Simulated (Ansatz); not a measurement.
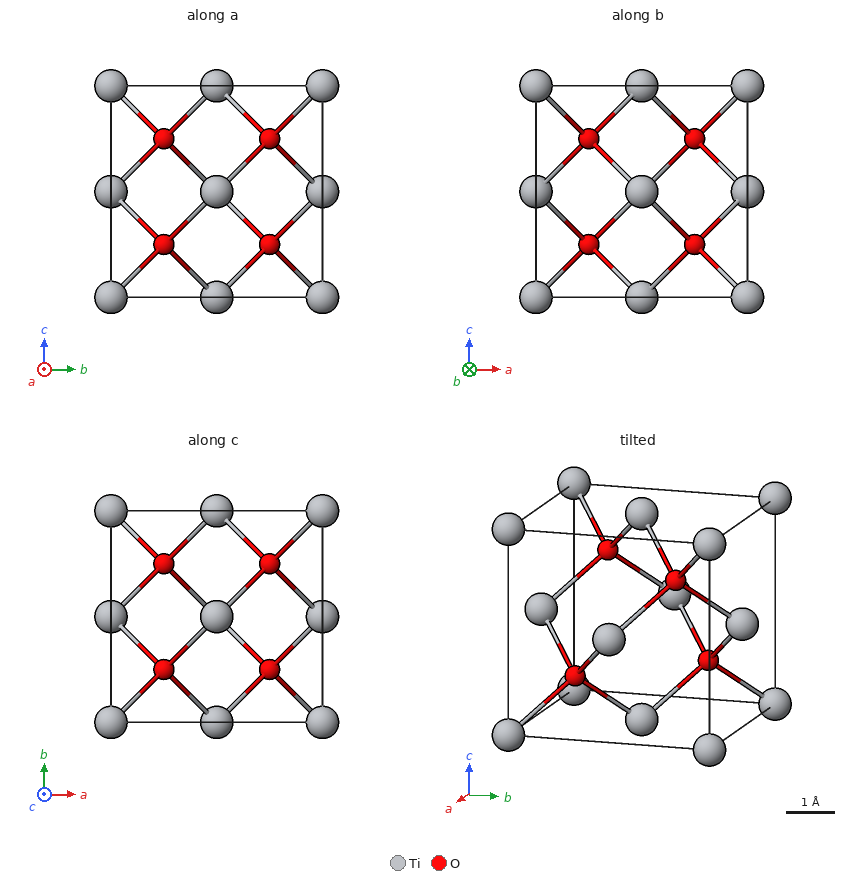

View along the a axis, along the b axis, along the c axis and slightly off an axis, drawn as a ball-and-stick model. The edges of the conventional unit cell are marked.

Lattice parameters: a = 4.4396 Å, b = 4.4396 Å, c = 4.4396 Å, α = 90.000°, β = 90.000°, γ = 90.000°.

> Convert the drawing into a CIF in P1 with every atom of the cell.

```cif
data_structure
_symmetry_space_group_name_H-M 'P 1'
_symmetry_Int_Tables_number 1
_cell_length_a 4.4396
_cell_length_b 4.4396
_cell_length_c 4.4396
_cell_angle_alpha 90.000
_cell_angle_beta 90.000
_cell_angle_gamma 90.000
_cell_volume 87.50
loop_
_atom_site_label
_atom_site_type_symbol
_atom_site_fract_x
_atom_site_fract_y
_atom_site_fract_z
_atom_site_occupancy
Ti1 Ti 0.0000 0.0000 0.0000 1
O1 O 0.2500 0.2500 0.7500 1
Ti2 Ti 0.0000 0.5000 0.5000 1
O2 O 0.2500 0.7500 0.2500 1
Ti3 Ti 0.5000 0.0000 0.5000 1
O3 O 0.7500 0.2500 0.2500 1
Ti4 Ti 0.5000 0.5000 0.0000 1
O4 O 0.7500 0.7500 0.7500 1
```

Origin of the cell: a structure type filled with these elements by a generator (whether the compound takes this form wasn't checked). Earlier steps of the study, as a rule a relaxation of our own, may have changed the cell and positions, so they can lie some per cent off the listed ones. Ansatz was used for an electronic-structure calculation on it.

At this level of theory the run's own cell isn't at rest (compressed, at 35 GPa), so its distances can differ from those at equilibrium, the more so the softer the solid.
